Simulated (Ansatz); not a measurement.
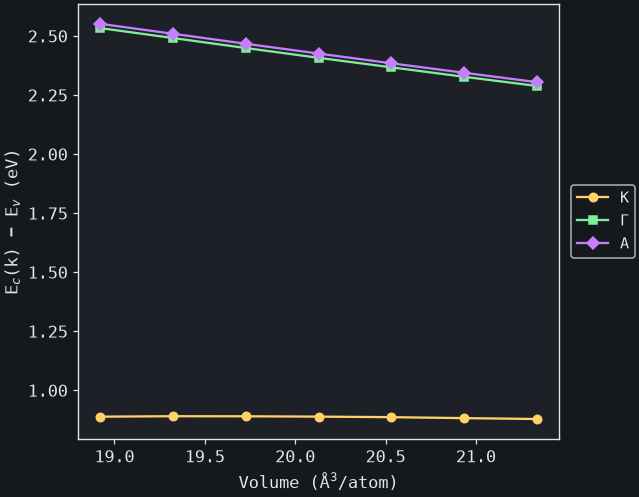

Lowest conduction level at each named k point, counted from the valence-band top at Γ.

System: MoSe₂, space group P6_3/mmc (No. 194), 6 atoms in the cell. The cell is scaled at fixed shape and fractional positions. At 20.13 Å³/atom, a = 3.288 Å, c = 12.900 Å (hexagonal axes). Method: PBE with D4 dispersion, Ansatz PAW, no spin polarisation, no spin-orbit coupling, 9×9×2 k mesh, 420 eV cutoff (Ansatz).

Q: How does each level move from 18.92 Å³/atom to 21.34 Å³/atom?

A: K stays within 0.01 eV, Γ falls by 0.24 eV and A falls by 0.25 eV.

Q: Which of these conduction levels is lowest, and does that change?

A: The lowest is the one at K, over the whole range, so among these points the gap stays indirect.

Q: What are the deformation potentials dE/d ln V?

A: Straight lines against ln V have slopes of −0.1 eV at K, −2.0 eV at Γ and −2.1 eV at A.

The values:
```csv
volume,K (eV),Γ (eV),A (eV)
18.92 Å³/atom,0.89,2.53,2.55
19.32 Å³/atom,0.89,2.49,2.51
19.73 Å³/atom,0.89,2.45,2.47
20.13 Å³/atom,0.89,2.41,2.43
20.53 Å³/atom,0.89,2.37,2.38
20.93 Å³/atom,0.88,2.33,2.34
21.34 Å³/atom,0.88,2.29,2.30
```

The cell's inner coordinates are idealised or old. Spin-orbit coupling is left out, which matters for Mo and Se. LDA, GGA and most meta-GGA functionals understate gaps. A mesh with an odd division misses points of the zone boundary, where a smaller gap can lie.
